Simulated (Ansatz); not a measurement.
# From TaN to TaAs

System: TaN (2 atoms in the cell).
Method of run 1: DFT r2SCAN, scalar-relativistic, plane waves, PAW, no spin polarisation (Ansatz 0.2.0).
System of run 2: TaAs (Fm-3m, 2 atoms in the cell).

On run 1: The structure derives from an entry of the Crystallography Open Database. On run 2: The structure was made by swapping elements on the sites of another compound; it need not be a known phase. It belongs to a series of runs on one base structure; here: N -> As on all its sites, cell and atoms relaxed. Text and figures count atoms from 1; the logs count them from 0 in places.

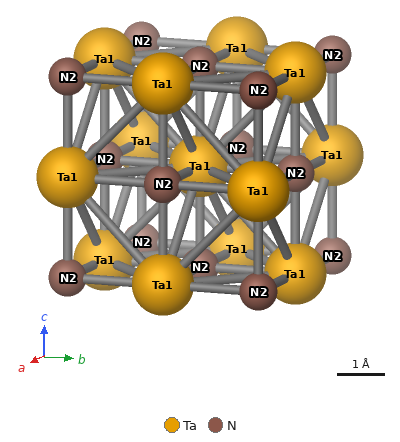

**Figure 1.** The structure (ball-and-stick view of the cell 4 times as large as that of the calculation, set on its symmetry axes, seen slightly off an axis; atoms are numbered from 1 in the order of the input). An atom can appear more than once, as a periodic image.

### The input, run 1
```yaml
crystal:
  lattice:
    - [0.0, 2.179, 2.179]
    - [2.179, 0.0, 2.179]
    - [2.179, 2.179, 0.0]
  atoms:
    - { symbol: Ta, position: [0.5, 0.5, 0.5] }
    - { symbol: "N", position: [0.0, 0.0, 0.0] }
basis:
  ecutwfc: 500
kpoints:
  mp_grid: { grid: [8, 8, 8] }
hamiltonian:
  xc: r2scan
scf:
  occupations: { method: gaussian, width: 0.1 }
output:
  forces: true
  stress: true
  eigenvalues: true
```

Command:
```bash
ansatz run input.yaml --threads 2 --pin off --max-ram 5120MiB --backend cpu --events-out ev --progress --plain --runs-dir out
```

Hardware: 2 threads of Oxide Virtual Turin-like (Zen 5), 32 GiB of memory available, shared host.

### Output, shortened to warnings, some set-up lines, iterations and results (run 1)
```
Basis set: ecut = 500 eV, 531 PW (Γ), exchange–correlation on 96×96×96 points (64 copies of the dense FFT grid, shifted against one another)
Symmetry: 48 space group operations
k-points: 29 of 512
Initial density: superposition of atomic densities (neutral atoms: chi_scale 0, normalization atom), corrected by the library's trained network
[...]
SCF iter   1: F=—  HF=-10330.936314 eV  |F-HF|=—  |Δ(HF+E_count)|=         —  Δρ=7.54e-3  dr2=3.89e-3  dr2_τ=1.46e-1  ethr=1.77e-3  ⟨swp⟩=5.9  Hψ=4738  notcnv=0  defer=9
SCF iter   2: F=—  HF=-10331.013900 eV  |F-HF|=—  |Δ(HF+E_count)|=   7.76e-2  Δρ=5.57e-3  dr2=3.77e-3  dr2_τ=2.42e-4  ethr=2.16e-5  ⟨swp⟩=2.0  Hψ=1152  notcnv=0  defer=66
SCF iter   3: F=—  HF=-10331.014923 eV  |F-HF|=—  |Δ(HF+E_count)|=   1.02e-3  Δρ=3.37e-3  dr2=1.55e-3  dr2_τ=2.55e-4  ethr=2.09e-5  ⟨swp⟩=2.0  Hψ=567  notcnv=0  defer=66
SCF iter   4: F=—  HF=-10331.014844 eV  |F-HF|=—  |Δ(HF+E_count)|=   7.85e-5  Δρ=1.89e-3  dr2=8.09e-4  dr2_τ=4.88e-5  ethr=8.60e-6  ⟨swp⟩=2.0  Hψ=585  notcnv=0  defer=66
SCF iter   5: F=—  HF=-10331.014705 eV  |F-HF|=—  |Δ(HF+E_count)|=   1.40e-4  Δρ=1.73e-4  dr2=6.77e-6  dr2_τ=4.80e-7  ethr=4.50e-6  ⟨swp⟩=2.2  Hψ=537  notcnv=0  defer=66
SCF iter   6: F=—  HF=-10331.014707 eV  |F-HF|=—  |Δ(HF+E_count)|=   2.13e-6  Δρ=4.92e-5  dr2=5.25e-7  dr2_τ=3.08e-8  ethr=3.76e-8  ⟨swp⟩=2.1  Hψ=563  notcnv=0  defer=66
SCF iter   7: F=-10331.014707 eV  HF=-10331.014707 eV  |F-HF|=7.21e-9  |Δ(HF+E_count)|=   4.75e-8  Δρ=8.06e-6  dr2=1.38e-8  dr2_τ=9.02e-10  ethr=5.56e-10  ⟨swp⟩=8.6  Hψ=2244  …
SCF 1 converged in 7 iterations: F = -10331.014707 eV  dr2 = 1.38e-8
SCF converged after 7 iterations
Free energy (F): -10331.014707 eV
Harris-Foulkes:  -10331.014707 eV  (|F-HF|=7.21e-9)
Internal energy: -10331.012199 eV  (E = F + TS)
E sigma→0 (E₀):  -10331.013453 eV
Entropy (-TS):   -0.002507 eV (-1.254 meV/atom)
Fermi energy:    22.475195 eV
--- Per-component energies (eV) ---
  E_band       = -49.356736
  E_kinetic    = 505.318516
  E_local      = -566.027128  (includes V_loc(G=0)·N_el)
  E_nonlocal   = 60.137969
  E_hartree    = 192.978311
  E_xc         = -266.456393
  E_vxc        = -309.627542  (∫ρ·V_xc dr)
  E_paw        = -8552.657160  (= ΣΔE_a)
  E_vpaw       = -141.109078  (= ΣTr[D̂ρ^β])
  E_aug_tail   = 0.000078  (compensation charges beyond the density's cutoff)
  E_vtau       = 15.993155  (kinetic-family band-sum trace: ∫τ·v_τ [+ j·A + Jᵃ·Aᵃ] dr)
  E_ewald      = -1703.520548
  E_core_change = -0.785845  (= ΣΔE_core)
  E_smearing   = -0.002507  (= −TS)
  E_closure    = -0.000000  (closes the sum)
  Σ components = -10331.014707   (vs F -10331.014707, Δ=0.00e0)
--- Forces (eV/Å), atoms counted from 1 ---
  atom   1  Ta     0.00000000    -0.00000000     0.00000000
  atom   2  N     -0.00000000     0.00000000     0.00000000
  max |Σ_I F_I| component: 2.83e-29 eV/Å
--- Stress (GPa, compression-positive) ---
        9.996318      -0.000000      -0.000000
        0.000000       9.996318      -0.000000
        0.000000       0.000000       9.996318
  P = ⅓ Tr σ = 9.9963 GPa (99.963 kbar)
```

The input of run 2 differs as follows (lines with − go, lines with + come):
```diff
-    - [0.0, 2.179, 2.179]
-    - [2.179, 0.0, 2.179]
-    - [2.179, 2.179, 0.0]
+    - [0.0, 2.4838517574, 2.4838517574]
+    - [2.4838517574, 0.0, 2.4838517574]
+    - [2.4838517574, 2.4838517574, 0.0]
-    - { symbol: "N", position: [0.0, 0.0, 0.0] }
+    - { symbol: As, position: [0.0, 0.0, 0.0] }
-  mp_grid: { grid: [8, 8, 8] }
+  mp_grid: { grid: [6, 6, 6] }
```

How does run 2 compare with run 1?

The total energies belong to different systems, so their difference says nothing on which is more stable or more accurate. The pressure goes from 10.00 to 38.38 GPa. The volume per atom goes from 10.35 to 15.32 Å³. The number of SCF iterations is the same. The irreducible k-points go from 29 to 16. The plane waves at Γ go from 531 to 749.

### Output, shortened to warnings, some set-up lines, iterations and results (run 2)
```
Basis set: ecut = 500 eV, 749 PW (Γ), exchange–correlation on 108×108×108 points (64 copies of the dense FFT grid, shifted against one another)
Symmetry: 48 space group operations
k-points: 16 of 216
Initial density: superposition of atomic densities (neutral atoms: chi_scale 0, normalization atom), corrected by the library's trained network
[...]
SCF iter   1: F=—  HF=-14808.295685 eV  |F-HF|=—  |Δ(HF+E_count)|=         —  Δρ=7.45e-3  dr2=2.21e-2  dr2_τ=2.89e-2  ethr=1.77e-3  ⟨swp⟩=5.8  Hψ=3165  notcnv=0  defer=4
SCF iter   2: F=—  HF=-14808.364601 eV  |F-HF|=—  |Δ(HF+E_count)|=   6.89e-2  Δρ=4.92e-3  dr2=7.74e-3  dr2_τ=5.05e-4  ethr=7.89e-5  ⟨swp⟩=2.0  Hψ=781  notcnv=0  defer=35
SCF iter   3: F=—  HF=-14808.365630 eV  |F-HF|=—  |Δ(HF+E_count)|=   1.03e-3  Δρ=2.46e-3  dr2=1.92e-3  dr2_τ=9.36e-5  ethr=2.76e-5  ⟨swp⟩=2.1  Hψ=381  notcnv=0  defer=35
SCF iter   4: F=—  HF=-14808.366345 eV  |F-HF|=—  |Δ(HF+E_count)|=   7.15e-4  Δρ=5.25e-4  dr2=7.83e-5  dr2_τ=6.44e-6  ethr=6.86e-6  ⟨swp⟩=2.0  Hψ=408  notcnv=0  defer=35
SCF iter   5: F=—  HF=-14808.366436 eV  |F-HF|=—  |Δ(HF+E_count)|=   9.10e-5  Δρ=1.84e-4  dr2=1.12e-5  dr2_τ=2.84e-7  ethr=2.80e-7  ⟨swp⟩=2.1  Hψ=413  notcnv=0  defer=35
SCF iter   6: F=—  HF=-14808.366455 eV  |F-HF|=—  |Δ(HF+E_count)|=   1.93e-5  Δρ=4.34e-5  dr2=5.49e-7  dr2_τ=1.00e-8  ethr=4.00e-8  ⟨swp⟩=2.1  Hψ=417  notcnv=0  defer=35
SCF iter   7: F=-14808.366455 eV  HF=-14808.366455 eV  |F-HF|=1.77e-8  |Δ(HF+E_count)|=   1.83e-7  Δρ=8.45e-6  dr2=1.58e-8  dr2_τ=4.58e-10  ethr=3.57e-10  ⟨swp⟩=9.6  Hψ=1714  …
SCF 1 converged in 7 iterations: F = -14808.366455 eV  dr2 = 1.58e-8
SCF converged after 7 iterations
Free energy (F): -14808.366455 eV
Harris-Foulkes:  -14808.366455 eV  (|F-HF|=1.77e-8)
Internal energy: -14808.349796 eV  (E = F + TS)
E sigma→0 (E₀):  -14808.358125 eV
Entropy (-TS):   -0.016660 eV (-8.330 meV/atom)
Fermi energy:    20.565285 eV
--- Per-component energies (eV) ---
  E_band       = -224.525948
  E_kinetic    = 483.580764
  E_local      = -1838.024030  (includes V_loc(G=0)·N_el)
  E_nonlocal   = -653.164952
  E_hartree    = 991.735381
  E_xc         = -283.774010
  E_vxc        = -313.704225  (∫ρ·V_xc dr)
  E_paw        = -10272.417279  (= ΣΔE_a)
  E_vpaw       = 97.436603  (= ΣTr[D̂ρ^β])
  E_aug_tail   = 0.000076  (compensation charges beyond the density's cutoff)
  E_vtau       = 15.880081  (kinetic-family band-sum trace: ∫τ·v_τ [+ j·A + Jᵃ·Aᵃ] dr)
  E_ewald      = -3234.072058
  E_core_change = -2.213688  (= ΣΔE_core)
  E_smearing   = -0.016660  (= −TS)
  E_closure    = 0.000000  (closes the sum)
  Σ components = -14808.366455   (vs F -14808.366455, Δ=0.00e0)
--- Forces (eV/Å), atoms counted from 1 ---
  atom   1  Ta     0.00000000    -0.00000000    -0.00000000
  atom   2  As    -0.00000000    -0.00000000    -0.00000000
  max |Σ_I F_I| component: 3.70e-29 eV/Å
--- Stress (GPa, compression-positive) ---
       38.377394       0.000000       0.000000
       -0.000000      38.377394       0.000000
       -0.000000      -0.000000      38.377394
  P = ⅓ Tr σ = 38.3774 GPa (383.774 kbar)
```

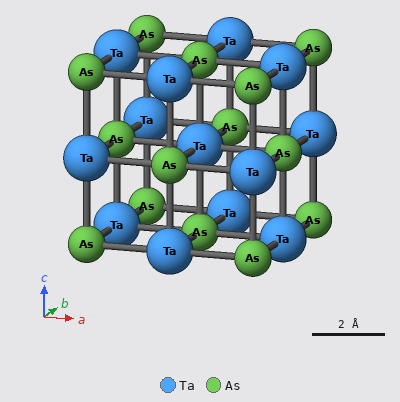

**Figure 2.** The input structure of run 2 (ball-and-stick view of the cell 4 times as large as that of the calculation, set on its symmetry axes, seen slightly off an axis). An atom can appear more than once, as a periodic image.

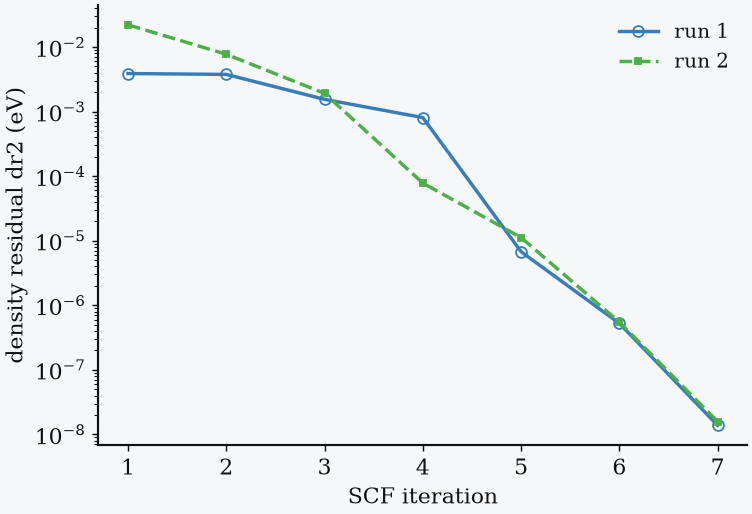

**Figure 3.** Convergence of the two runs: density residual dr2 against the SCF iteration. Run 1 takes 7 iterations in all, and run 2 takes 7.

### The two runs side by side

| quantity | run 1 | run 2 |
| --- | --- | --- |
| outcome | converged | converged |
| free energy per atom (eV) | −5165.5074 | −7404.1832 |
| energy per atom, smearing taken to zero (eV) | −5165.5067 | −7404.1791 |
| gap on the mesh (eV) | 0.00 | 0.00 |
| pressure (GPa) | 10.00 | 38.38 |
| volume per atom (Å³) | 10.35 | 15.32 |
| largest force (eV/Å) | 0.000 | 0.000 |
| SCF iterations | 7 | 7 |
| irreducible k-points | 29 | 16 |
| plane waves at Γ | 531 | 749 |
| wall time (shared host) | 3.6 s | 1.4 s |

For both runs: Spin–orbit coupling is left out, which matters for Ta. For run 1: The cell is under a pressure of 10.0 GPa at this level, so it is not at its equilibrium volume. For run 2: The cell is under a pressure of 38 GPa at this level, so it is not at its equilibrium volume.
